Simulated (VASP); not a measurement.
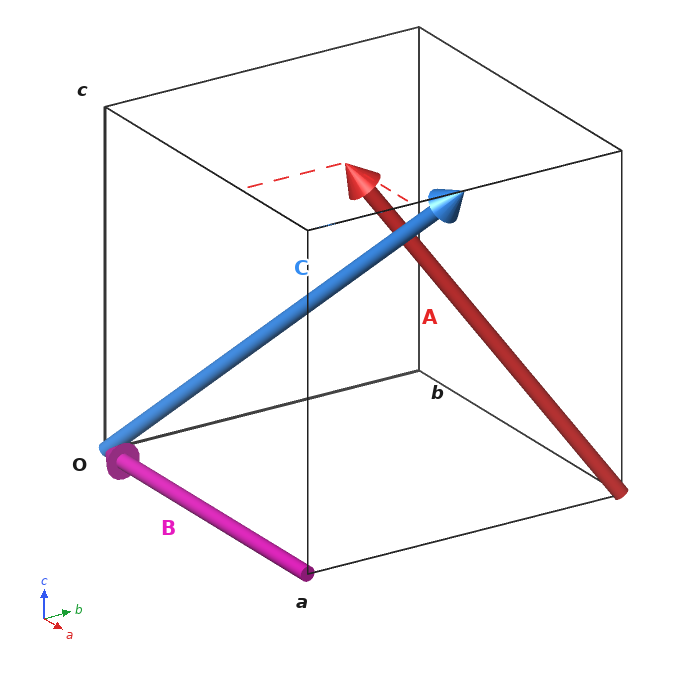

Each arrow starts at a corner of the unit cell and ends on its surface; where a tip isn't a corner, dashed lines run from it parallel to the axes. Crystal: BAs, a model structure set up as the input of an electronic-structure calculation (not necessarily at equilibrium). Symmetry computed with spglib at a tolerance of 0.002 Å; standard conventional cell.

a = 2.957 Å, b = 2.957 Å, c = 2.957 Å, α = 90.00°, β = 90.00°, γ = 90.00°.

Give [uvw] of each arrow.

Answer. Arrow A runs from (1, 1, 0) to (2/3, 1/3, 1), so [−1 −2 3]; Arrow B runs from (1, 0, 0) to (0, 0, 0), so [−1 0 0]; Arrow C runs from (0, 0, 0) to (1, 1/2, 1), so [2 1 2].

How long is the vector ua + vb + wc in each case, and what angles do the directions make?

Answer. A 11.064 Å; B 2.957 Å; C 8.871 Å. A–B: 74.5°. A–C: 79.7°. B–C: 131.8°.
